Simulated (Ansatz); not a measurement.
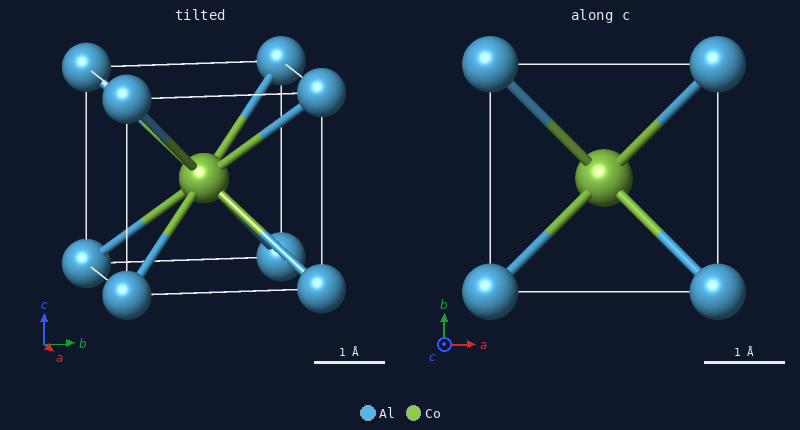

Drawn in the ball-and-stick manner and seen slightly off an axis and along the c axis. Lines trace the edges of the conventional unit cell. Cell: a = 2.85 Å, b = 2.85 Å, c = 2.85 Å, α = 90.00°, β = 90.00°, γ = 90.00°.

It goes back to a structure listed in the Materials Project. Earlier steps of the study may have refined or changed the cell and positions. It went into a calculation with Ansatz.

### Describe the crystal.

Its composition is AlCo. Its lattice is primitive cubic, its space group Pm-3m (No. 221). Its structure type: caesium chloride (CsCl, B2) type. Content of the cell: 1 Al, 1 Co (Z = 1). Al is coordinated by eight Co in a cubic arrangement at about 2.5 Å. Around each Co lie eight Al in a cubic arrangement at about 2.5 Å. The bonds build a three-dimensional framework.

Computational set-up: Ansatz, DFT PBE, scalar-relativistic, plane waves, PAW, wavefunction cutoff 420 eV, the zone sampled with 14×14×14 points, Gaussian smearing of 0.1 eV, no spin polarisation (a spin-restricted run, not always the ground state).

### Does it come out as a metal, or with a gap?

A metal: bands cross the Fermi level.

### List the Bader charges.

Al +1.84 e; Co -1.84 e.

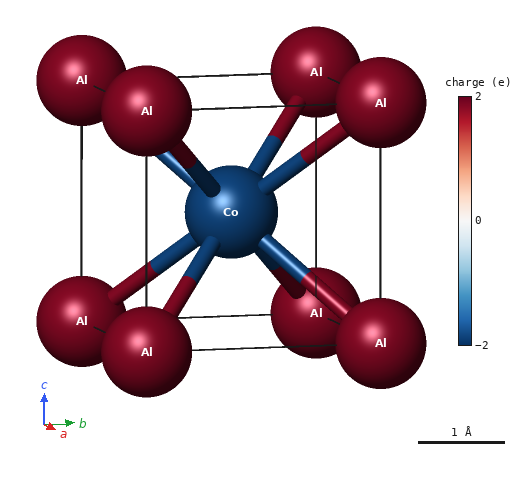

The atoms coloured by those charges. The run's cell of 2 atoms is drawn.

### Is this an equilibrium geometry for the method given?

Yes. All forces vanish to within 0.01 eV/Å. The pressure is 0.0 GPa, close to zero.
